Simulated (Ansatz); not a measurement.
The structure in question:

```cif
data_structure
_symmetry_space_group_name_H-M 'P m -3 m'
_symmetry_Int_Tables_number 221
_cell_length_a 2.8931
_cell_length_b 2.8931
_cell_length_c 2.8931
_cell_angle_alpha 90.000
_cell_angle_beta 90.000
_cell_angle_gamma 90.000
_cell_volume 24.22
loop_
_atom_site_label
_atom_site_type_symbol
_atom_site_symmetry_multiplicity
_atom_site_Wyckoff_symbol
_atom_site_fract_x
_atom_site_fract_y
_atom_site_fract_z
_atom_site_occupancy
Al1 Al 1 a 0.00000 0.00000 0.00000 1
Ni1 Ni 1 b 0.50000 0.50000 0.50000 1
```

**Interpret the file: composition, symmetry and coordination.**

Chemical formula AlNi. Within 0.01 Å the space group is Pm-3m (No. 221), primitive cubic: caesium chloride (CsCl, B2) type. Cell content 4 Al, 4 Ni; Z = 4. The neighbours of Al are eight Ni in a cubic arrangement at 2.51 Å. The neighbours of Ni are eight Al in a cubic arrangement at 2.51 Å. The bonds build a three-dimensional framework.

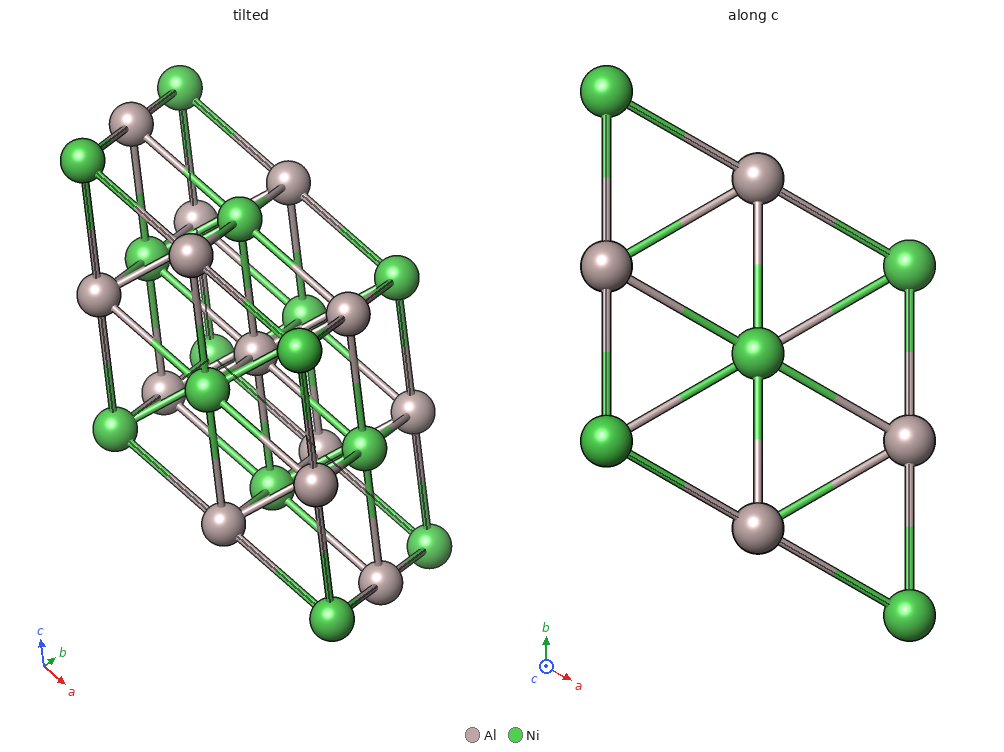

Structure drawing (ball-and-stick), viewed slightly off an axis and along the c axis. Atoms at the boundary of the unit cell (the box) are drawn once for each face, edge or corner they touch.

Starting structure: a structure listed in the Materials Project, with elements exchanged, so it need not be a known form of the compound. The final geometry of a relaxation with Ansatz 0.2.0, DFT PBE, scalar-relativistic, plane waves, PAW is shown.
